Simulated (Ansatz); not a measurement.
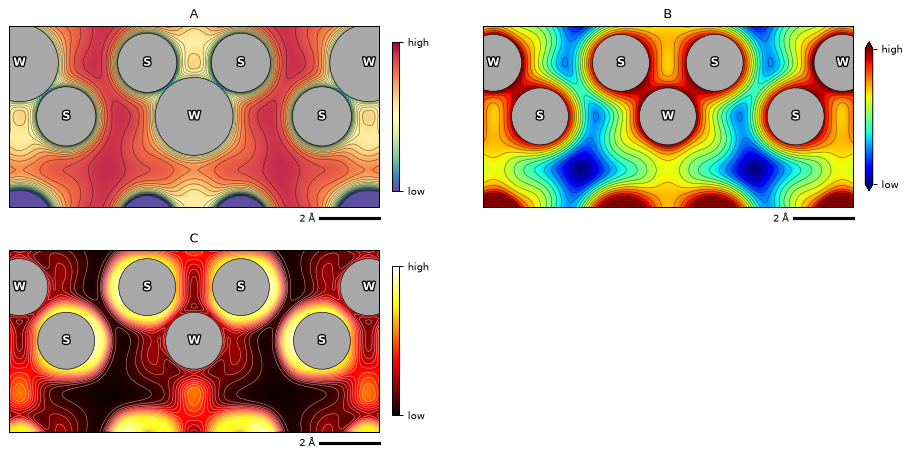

WS2: 3 fields on the (110) plane of the conventional cell, with unlabelled colour scales. Grey discs cover the atomic cores.

Space group P6₃/mmc; a structure from a database of computed crystals, not necessarily the ambient phase; computed pressure about 8 GPa in this cell.

Computed with DFT PBE, scalar-relativistic, plane waves, PAW (Ansatz 0.2.0).

Question: Which field does each panel show? The fields are: electron localisation function, electrostatic potential energy of an electron and valence pseudo-density.

Answer: Panel A: electrostatic potential energy of an electron (low next to the atoms, rising into the space between them). Panel B: valence pseudo-density. Panel C: electron localisation function.
